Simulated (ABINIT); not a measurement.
# Geometry relaxation of Ge (part 2 of 4)

Ge (P6₃/mmc, 4 atoms in the cell); Kohn-Sham DFT of a periodic cell, PBEsol, PseudoDojo NC SR PBEsol v0.4.1 standard, no spin polarisation (ABINIT 10.8.3); cutoff 1061.24 eV, 6×6×3 k-mesh, fermi-dirac of 0.05 eV. The structure derives from a Materials Project entry.

Geometry of the input (Å; fractional positions):
```
3.9976  0.0000  0.0000
-1.9988  3.4620  0.0000
0.0000  0.0000  6.5994
Ge 0.3333  0.6667  0.9371
Ge 0.6667  0.3333  0.4371
Ge 0.3333  0.6667  0.5629
Ge 0.6667  0.3333  0.0629
```

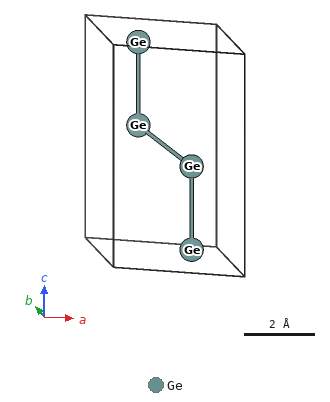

The input geometry (ball-and-stick view of the cell of the calculation, seen slightly off an axis). An atom can appear more than once, as a periodic image.

**Output, continued**
```
 Cartesian coordinates (xcart) [bohr]
 -1.00031530405548E-10  4.36287244185091E+00  1.16834995444988E+01
  3.77835836798918E+00  2.18143622092546E+00  5.44941809170358E+00
 -1.00031530405548E-10  4.36287244185091E+00  7.01874481388679E+00
  3.77835836798918E+00  2.18143622092546E+00  7.84663361091604E-01
 Reduced coordinates (xred)
  3.33333333333333E-01  6.66666666666667E-01  9.37066641891583E-01
  6.66666666666667E-01  3.33333333333333E-01  4.37066641891583E-01
  3.33333333333333E-01  6.66666666666667E-01  5.62933358108417E-01
  6.66666666666667E-01  3.33333333333333E-01  6.29333581084173E-02
 Cartesian forces (fcart) [Ha/bohr]; max,rms= 2.05333E-04 1.18549E-04 (free atoms)
 -1.51438019950778E-27 -2.27325232117701E-27 -2.05333058626324E-04
  9.79893070269738E-28  3.19901118497836E-27 -2.05333058626324E-04
 -1.01552554555227E-27  7.20034671622185E-29  2.05333058626324E-04
  1.55001267479031E-27 -9.97762330963567E-28  2.05333058626324E-04
 Gradient of E wrt nuclear positions in reduced coordinates (gred)
  1.14437421984061E-26  9.15499375872492E-27  2.56012602485614E-03
 -7.40477436367456E-27 -1.72329294281881E-26  2.56012602485614E-03
  7.67403888599000E-27 -4.30823235704702E-27 -2.56012602485614E-03
 -1.17130067207216E-26  1.23861680265102E-26 -2.56012602485614E-03
 Scale of Primitive Cell (acell) [bohr]
  7.55671673607839E+00  7.55671673626552E+00  1.24681629055904E+01
 Real space primitive translations (rprimd) [bohr]
  7.55671673607839E+00  0.00000000000000E+00  0.00000000000000E+00
 -3.77835836818924E+00  6.54430866277637E+00  0.00000000000000E+00
  0.00000000000000E+00  0.00000000000000E+00  1.24681629055904E+01
 Unitary Cell Volume (ucvol) [Bohr^3]=  6.16594129647736E+02
 Angles (23,13,12)= [degrees]
  9.00000000000000E+01  9.00000000000000E+01  1.20000000000494E+02
 Lengths [Bohr]
  7.55671673607839E+00  7.55671673626552E+00  1.24681629055904E+01
 Stress tensor in cartesian coordinates (strten) [Ha/bohr^3]
 -8.25800982614047E-06  4.16794136365018E-13  0.00000000000000E+00
  4.16794136365018E-13 -8.25801054533254E-06  0.00000000000000E+00
  0.00000000000000E+00  0.00000000000000E+00  5.86517572443573E-06
 Total energy (etotal) [Ha]= -3.56802533966128E+02

 Difference of energy with previous step (new-old):
           Absolute (Ha)=-5.06156E-06
           Relative     =-1.41859E-08

--- Iteration: ( 3/50) Internal Cycle: (1/1)
--------------------------------------------------------------------------------

---SELF-CONSISTENT-FIELD CONVERGENCE--------------------------------------------

--- !BeginCycle
iteration_state: {dtset: 1, itime: 3, icycle: 1, }
solver: {iscf: 7, nstep: 80, nline: 4, wfoptalg: 0, }
tolerances: {tolvrs: 1.00E-12, }
...

     iter   Etot(hartree)      deltaE(h)  residm     vres2
 ETOT  1  -356.80240714809    -3.568E+02 8.208E-06 1.582E+00
 ETOT  2  -356.80253255307    -1.254E-04 1.068E-05 6.369E-02
 ETOT  3  -356.80253947017    -6.917E-06 3.462E-06 1.766E-02
 ETOT  4  -356.80254117993    -1.710E-06 1.088E-05 1.298E-03
 ETOT  5  -356.80254129240    -1.125E-07 2.853E-06 6.084E-05
 ETOT  6  -356.80254129722    -4.818E-09 1.022E-05 3.039E-06
 ETOT  7  -356.80254129736    -1.489E-10 2.509E-06 1.286E-07
 ETOT  8  -356.80254129736     8.868E-12 9.120E-06 2.845E-09
 ETOT  9  -356.80254129737    -1.080E-11 2.159E-06 8.006E-11
 ETOT 10  -356.80254129737    -4.832E-12 7.893E-06 2.279E-12
 ETOT 11  -356.80254129738    -6.082E-12 1.827E-06 5.320E-14

 At SCF step   11       vres2   =  5.32E-14 < tolvrs=  1.00E-12 =>converged.

 Cartesian components of stress tensor (hartree/bohr^3)
  sigma(1 1)= -1.18292389E-06  sigma(3 2)=  0.00000000E+00
  sigma(2 2)= -1.18292461E-06  sigma(3 1)=  0.00000000E+00
  sigma(3 3)=  6.12270578E-07  sigma(2 1)=  4.15834698E-13

--- !ResultsGS
iteration_state: {dtset: 1, itime: 3, icycle: 1, }
comment   : Summary of ground state results
lattice_vectors:
- [  7.5646260,   0.0000000,   0.0000000, ]
- [ -3.7823130,   6.5511583,   0.0000000, ]
- [  0.0000000,   0.0000000,  12.4588808, ]
lattice_lengths: [   7.56463,    7.56463,   12.45888, ]
lattice_angles: [ 90.000,  90.000, 120.000, ] # degrees, (23, 13, 12)
lattice_volume:   6.1742553E+02
convergence: {deltae: -6.082E-12, res2:  5.320E-14, residm:  1.827E-06, diffor: null, }
etotal    :  -3.56802541E+02
entropy   :   0.00000000E+00
fermie    :   1.42979922E-01
cartesian_stress_tensor: # hartree/bohr^3
- [ -1.18292389E-06,   4.15834698E-13,   0.00000000E+00, ]
- [  4.15834698E-13,  -1.18292461E-06,   0.00000000E+00, ]
- [  0.00000000E+00,   0.00000000E+00,   6.12270578E-07, ]
pressure_GPa:   1.7197E-02
xred      :
- [  3.3333E-01,   6.6667E-01,   9.3700E-01, Ge]
- [  6.6667E-01,   3.3333E-01,   4.3700E-01, Ge]
- [  3.3333E-01,   6.6667E-01,   5.6300E-01, Ge]
- [  6.6667E-01,   3.3333E-01,   6.3004E-02, Ge]
cartesian_forces: # hartree/bohr
- [ -6.22916341E-28,   1.33580912E-28,   3.42085651E-04, ]
- [  1.77976097E-29,  -1.38718639E-27,   3.42085651E-04, ]
- [  1.22803507E-27,   1.77765368E-27,  -3.42085651E-04, ]
- [ -6.22916341E-28,  -5.24048194E-28,  -3.42085651E-04, ]
force_length_stats: {min:   3.42085651E-04, max:   3.42085651E-04, mean:   3.42085651E-04, }
...

 Integrated electronic density in atomic spheres:
 ------------------------------------------------
 Atom  Sphere_radius  Integrated_density
    1        2.00000         11.56439904
    2        2.00000         11.56439904
    3        2.00000         11.56439904
    4        2.00000         11.56439904

---OUTPUT-----------------------------------------------------------------------

 Cartesian coordinates (xcart) [bohr]
 -1.00136039545950E-10  4.36743884896975E+00  1.16739182051570E+01
  3.78231299255798E+00  2.18371942448488E+00  5.44447779518005E+00
 -1.00136039545950E-10  4.36743884896975E+00  7.01440302477392E+00
  3.78231299255798E+00  2.18371942448488E+00  7.84962614796931E-01
 Reduced coordinates (xred)
  3.33333333333333E-01  6.66666666666667E-01  9.36995736122642E-01
  6.66666666666667E-01  3.33333333333333E-01  4.36995736122642E-01
  3.33333333333333E-01  6.66666666666667E-01  5.63004263877358E-01
  6.66666666666667E-01  3.33333333333333E-01  6.30042638773577E-02
 Cartesian forces (fcart) [Ha/bohr]; max,rms= 3.42086E-04 1.97503E-04 (free atoms)
 -6.22916341102562E-28  1.33580912092685E-28  3.42085650601677E-04
  1.77976097457875E-29 -1.38718639495656E-27  3.42085650601677E-04
  1.22803507245934E-27  1.77765367652857E-27 -3.42085650601677E-04
 -6.22916341102562E-28 -5.24048193664694E-28 -3.42085650601677E-04
 Gradient of E wrt nuclear positions in reduced coordinates (gred)
  4.71212914052018E-27 -3.23117426778526E-27 -4.26200435106271E-03
 -1.34632261157719E-28  9.15499375872492E-27 -4.26200435106271E-03
 -9.28962601988264E-27 -7.00087758020141E-27  4.26200435106271E-03
  4.71212914052018E-27  1.07705808926176E-27  4.26200435106271E-03
 Scale of Primitive Cell (acell) [bohr]
  7.56462598521611E+00  7.56462598540344E+00  1.24588808199540E+01
 Real space primitive translations (rprimd) [bohr]
  7.56462598521611E+00  0.00000000000000E+00  0.00000000000000E+00
 -3.78231299275826E+00  6.55115827345463E+00  0.00000000000000E+00
  0.00000000000000E+00  0.00000000000000E+00  1.24588808199540E+01
 Unitary Cell Volume (ucvol) [Bohr^3]=  6.17425530598582E+02
 Angles (23,13,12)= [degrees]
  9.00000000000000E+01  9.00000000000000E+01  1.20000000000494E+02
 Lengths [Bohr]
  7.56462598521611E+00  7.56462598540344E+00  1.24588808199540E+01
 Stress tensor in cartesian coordinates (strten) [Ha/bohr^3]
 -1.18292389223937E-06  4.15834697920546E-13  0.00000000000000E+00
  4.15834697920546E-13 -1.18292460976610E-06  0.00000000000000E+00
  0.00000000000000E+00  0.00000000000000E+00  6.12270577963342E-07
 Total energy (etotal) [Ha]= -3.56802541297377E+02

 Difference of energy with previous step (new-old):
           Absolute (Ha)=-7.33125E-06
           Relative     =-2.05471E-08

--- Iteration: ( 4/50) Internal Cycle: (1/1)
--------------------------------------------------------------------------------

---SELF-CONSISTENT-FIELD CONVERGENCE--------------------------------------------

--- !BeginCycle
iteration_state: {dtset: 1, itime: 4, icycle: 1, }
solver: {iscf: 7, nstep: 80, nline: 4, wfoptalg: 0, }
tolerances: {tolvrs: 1.00E-12, }
...

     iter   Etot(hartree)      deltaE(h)  residm     vres2
 ETOT  1  -356.80254003870    -3.568E+02 1.657E-06 1.719E-02
 ETOT  2  -356.80254157645    -1.538E-06 1.198E-06 1.516E-03
 ETOT  3  -356.80254178986    -2.134E-07 5.510E-06 2.426E-04
 ETOT  4  -356.80254181913    -2.928E-08 9.472E-07 1.634E-05
 ETOT  5  -356.80254182011    -9.751E-10 4.487E-06 5.676E-07
 ETOT  6  -356.80254182014    -2.564E-11 7.609E-07 3.616E-08
 ETOT  7  -356.80254182013     2.899E-12 3.643E-06 1.384E-09
 ETOT  8  -356.80254182013     5.002E-12 6.120E-07 2.691E-11
 ETOT  9  -356.80254182013    -4.775E-12 2.952E-06 8.219E-13

 At SCF step    9       vres2   =  8.22E-13 < tolvrs=  1.00E-12 =>converged.

 Cartesian components of stress tensor (hartree/bohr^3)
  sigma(1 1)= -6.65085786E-07  sigma(3 2)=  0.00000000E+00
  sigma(2 2)= -6.65086503E-07  sigma(3 1)=  0.00000000E+00
  sigma(3 3)=  5.53835658E-07  sigma(2 1)=  4.15713415E-13

--- !ResultsGS
iteration_state: {dtset: 1, itime: 4, icycle: 1, }
comment   : Summary of ground state results
lattice_vectors:
- [  7.5654714,   0.0000000,   0.0000000, ]
- [ -3.7827357,   6.5518904,   0.0000000, ]
- [  0.0000000,   0.0000000,  12.4579708, ]
lattice_lengths: [   7.56547,    7.56547,   12.45797, ]
lattice_angles: [ 90.000,  90.000, 120.000, ] # degrees, (23, 13, 12)
lattice_volume:   6.1751843E+02
convergence: {deltae: -4.775E-12, res2:  8.219E-13, residm:  2.952E-06, diffor: null, }
etotal    :  -3.56802542E+02
entropy   :   0.00000000E+00
fermie    :   1.42901850E-01
cartesian_stress_tensor: # hartree/bohr^3
- [ -6.65085786E-07,   4.15713415E-13,   0.00000000E+00, ]
- [  4.15713415E-13,  -6.65086503E-07,   0.00000000E+00, ]
- [  0.00000000E+00,   0.00000000E+00,   5.53835658E-07, ]
pressure_GPa:   7.6135E-03
xred      :
- [  3.3333E-01,   6.6667E-01,   9.3702E-01, Ge]
- [  6.6667E-01,   3.3333E-01,   4.3702E-01, Ge]
- [  3.3333E-01,   6.6667E-01,   5.6298E-01, Ge]
- [  6.6667E-01,   3.3333E-01,   6.2982E-02, Ge]
cartesian_forces: # hartree/bohr
- [  9.25372289E-28,   9.45236202E-28,   3.15459392E-04, ]
- [ -1.13891974E-27,   8.21944523E-29,   3.15459392E-04, ]
- [ -2.49138693E-27,  -3.49326423E-27,  -3.15459392E-04, ]
- [  2.70493438E-27,   2.46583357E-27,  -3.15459392E-04, ]
force_length_stats: {min:   3.15459392E-04, max:   3.15459392E-04, mean:   3.15459392E-04, }
...

 Integrated electronic density in atomic spheres:
 ------------------------------------------------
 Atom  Sphere_radius  Integrated_density
    1        2.00000         11.56458577
    2        2.00000         11.56458577
    3        2.00000         11.56458577
    4        2.00000         11.56458577

---OUTPUT-----------------------------------------------------------------------

 Cartesian coordinates (xcart) [bohr]
 -1.00147437851313E-10  4.36792694313376E+00  1.16733442448128E+01
  3.78273569450344E+00  2.18396347156688E+00  5.44435885455391E+00
 -1.00147437851313E-10  4.36792694313376E+00  7.01361192596381E+00
  3.78273569450344E+00  2.18396347156688E+00  7.84626535704948E-01
 Reduced coordinates (xred)
  3.33333333333333E-01  6.66666666666667E-01  9.37018110771942E-01
  6.66666666666667E-01  3.33333333333333E-01  4.37018110771942E-01
  3.33333333333333E-01  6.66666666666667E-01  5.62981889228058E-01
  6.66666666666667E-01  3.33333333333333E-01  6.29818892280578E-02
 Cartesian forces (fcart) [Ha/bohr]; max,rms= 3.15459E-04 1.82131E-04 (free atoms)
  9.25372289462552E-28  9.45236202287285E-28  3.15459391574048E-04
 -1.13891974087699E-27  8.21944523448495E-29  3.15459391574048E-04
 -2.49138693316841E-27 -3.49326422582303E-27 -3.15459391574048E-04
  2.70493438458284E-27  2.46583357119089E-27 -3.15459391574048E-04
 Gradient of E wrt nuclear positions in reduced coordinates (gred)
 -7.00087758020141E-27 -2.69264522315439E-27 -3.92998388266940E-03
  8.61646471409404E-27 -4.84676140167790E-27 -3.92998388266940E-03
  1.88485165620807E-26  1.34632261157719E-26  3.92998388266940E-03
 -2.04641036959733E-26 -5.92381949093965E-27  3.92998388266940E-03
 Scale of Primitive Cell (acell) [bohr]
  7.56547138910703E+00  7.56547138929439E+00  1.24579707805177E+01
 Real space primitive translations (rprimd) [bohr]
  7.56547138910703E+00  0.00000000000000E+00  0.00000000000000E+00
 -3.78273569470374E+00  6.55189041470064E+00  0.00000000000000E+00
  0.00000000000000E+00  0.00000000000000E+00  1.24579707805177E+01
 Unitary Cell Volume (ucvol) [Bohr^3]=  6.17518433248873E+02
 Angles (23,13,12)= [degrees]
  9.00000000000000E+01  9.00000000000000E+01  1.20000000000494E+02
 Lengths [Bohr]
  7.56547138910703E+00  7.56547138929439E+00  1.24579707805177E+01
 Stress tensor in cartesian coordinates (strten) [Ha/bohr^3]
 -6.65085785871850E-07  4.15713415126896E-13  0.00000000000000E+00
  4.15713415126896E-13 -6.65086503207762E-07  0.00000000000000E+00
  0.00000000000000E+00  0.00000000000000E+00  5.53835658403945E-07
 Total energy (etotal) [Ha]= -3.56802541820132E+02

 Difference of energy with previous step (new-old):
           Absolute (Ha)=-5.22755E-07
           Relative     =-1.46511E-09

--- Iteration: ( 5/50) Internal Cycle: (1/1)
--------------------------------------------------------------------------------

---SELF-CONSISTENT-FIELD CONVERGENCE--------------------------------------------

--- !BeginCycle
iteration_state: {dtset: 1, itime: 5, icycle: 1, }
solver: {iscf: 7, nstep: 80, nline: 4, wfoptalg: 0, }
tolerances: {tolvrs: 1.00E-12, }
...

     iter   Etot(hartree)      deltaE(h)  residm     vres2
 ETOT  1  -356.80249408655    -3.568E+02 6.329E-06 4.013E-01
 ETOT  2  -356.80253340843    -3.932E-05 3.244E-06 5.110E-02
 ETOT  3  -356.80254282126    -9.413E-06 3.998E-07 3.689E-03
 ETOT  4  -356.80254327661    -4.553E-07 1.856E-06 1.806E-04
 ETOT  5  -356.80254328540    -8.789E-09 2.463E-07 5.784E-06
 ETOT  6  -356.80254328572    -3.173E-10 1.488E-06 4.098E-07
 ETOT  7  -356.80254328573    -1.842E-11 1.828E-07 1.779E-08
 ETOT  8  -356.80254328572     1.000E-11 1.173E-06 3.156E-10
 ETOT  9  -356.80254328574    -1.307E-11 1.401E-07 8.330E-12
 ETOT 10  -356.80254328573     5.457E-12 9.237E-07 3.071E-13

 At SCF step   10       vres2   =  3.07E-13 < tolvrs=  1.00E-12 =>converged.

 Cartesian components of stress tensor (hartree/bohr^3)
  sigma(1 1)=  7.48114022E-07  sigma(3 2)=  0.00000000E+00
  sigma(2 2)=  7.48113306E-07  sigma(3 1)=  0.00000000E+00
  sigma(3 3)=  1.09440696E-06  sigma(2 1)=  4.15315731E-13

--- !ResultsGS
iteration_state: {dtset: 1, itime: 5, icycle: 1, }
comment   : Summary of ground state results
lattice_vectors:
- [  7.5686029,   0.0000000,   0.0000000, ]
- [ -3.7843015,   6.5546024,   0.0000000, ]
- [  0.0000000,   0.0000000,  12.4541813, ]
lattice_lengths: [   7.56860,    7.56860,   12.45418, ]
lattice_angles: [ 90.000,  90.000, 120.000, ] # degrees, (23, 13, 12)
lattice_volume:   6.1784176E+02
convergence: {deltae:  5.457E-12, res2:  3.071E-13, residm:  9.237E-07, diffor: null, }
etotal    :  -3.56802543E+02
entropy   :   0.00000000E+00
fermie    :   1.42605173E-01
cartesian_stress_tensor: # hartree/bohr^3
- [  7.48114022E-07,   4.15315731E-13,   0.00000000E+00, ]
- [  4.15315731E-13,   7.48113306E-07,   0.00000000E+00, ]
- [  0.00000000E+00,   0.00000000E+00,   1.09440696E-06, ]
pressure_GPa:  -2.5406E-02
xred      :
- [  3.3333E-01,   6.6667E-01,   9.3716E-01, Ge]
- [  6.6667E-01,   3.3333E-01,   4.3716E-01, Ge]
- [  3.3333E-01,   6.6667E-01,   5.6284E-01, Ge]
- [  6.6667E-01,   3.3333E-01,   6.2837E-02, Ge]
cartesian_forces: # hartree/bohr
- [ -9.96142446E-28,  -2.62913421E-27,   5.13843481E-05, ]
- [  1.28075457E-27,   1.15024622E-27,   5.13843481E-05, ]
- [ -7.82683350E-28,   1.23240666E-28,  -5.13843481E-05, ]
- [  4.98071223E-28,   1.35564733E-27,  -5.13843481E-05, ]
force_length_stats: {min:   5.13843481E-05, max:   5.13843481E-05, mean:   5.13843481E-05, }
...

 Integrated electronic density in atomic spheres:
 ------------------------------------------------
 Atom  Sphere_radius  Integrated_density
    1        2.00000         11.56418532
    2        2.00000         11.56418532
    3        2.00000         11.56418532
    4        2.00000         11.56418532

---OUTPUT-----------------------------------------------------------------------
```
